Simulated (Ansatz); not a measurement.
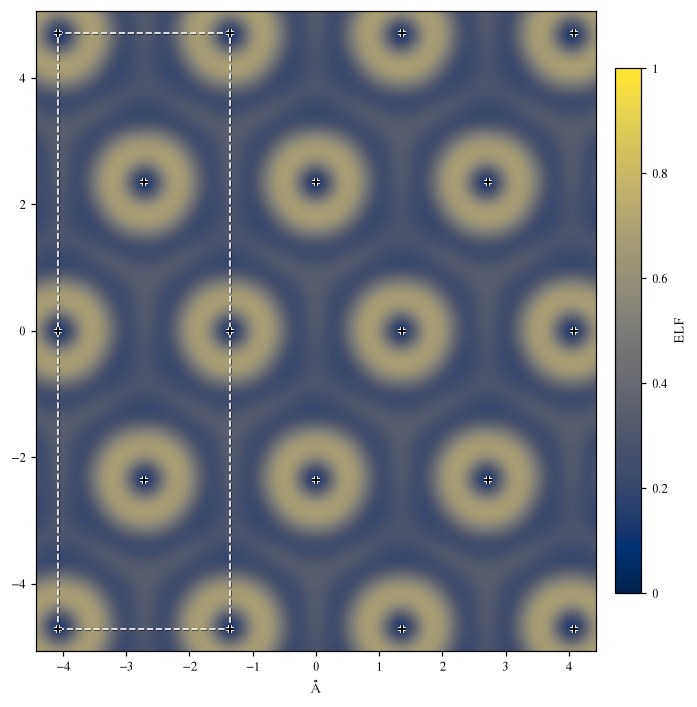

The electron localisation function on a plane through atoms (crosses mark nuclei in the plane).

Method: DFT PBE, scalar-relativistic, plane waves, PAW (Ansatz).

Candidates:
A. Ti (slab), a = 2.94 Å, b = 2.94 Å, c = 24.30 Å, α = 90.00°, β = 90.00°, γ = 120.00°. Changed on purpose from its base cell (repeats removed: 1); not relaxed (largest force 0.7 eV/Å); computed without spin polarisation.
B. TaN (slab), a = 3.12 Å, b = 3.12 Å, c = 26.48 Å, α = 90.00°, β = 90.00°, γ = 120.00°. 
C. Ru, a = 2.72 Å, b = 4.30 Å, c = 9.42 Å, α = 90.00°, β = 90.00°, γ = 90.00°. Space group P6₃/mmc; computed without spin polarisation.

**Which system is this?**

Candidate C: Ru on the (010) plane of the calculation cell, which holds Ru. Ru–Ru (2.72 Å): the ELF is about 0.30 at the midpoint.
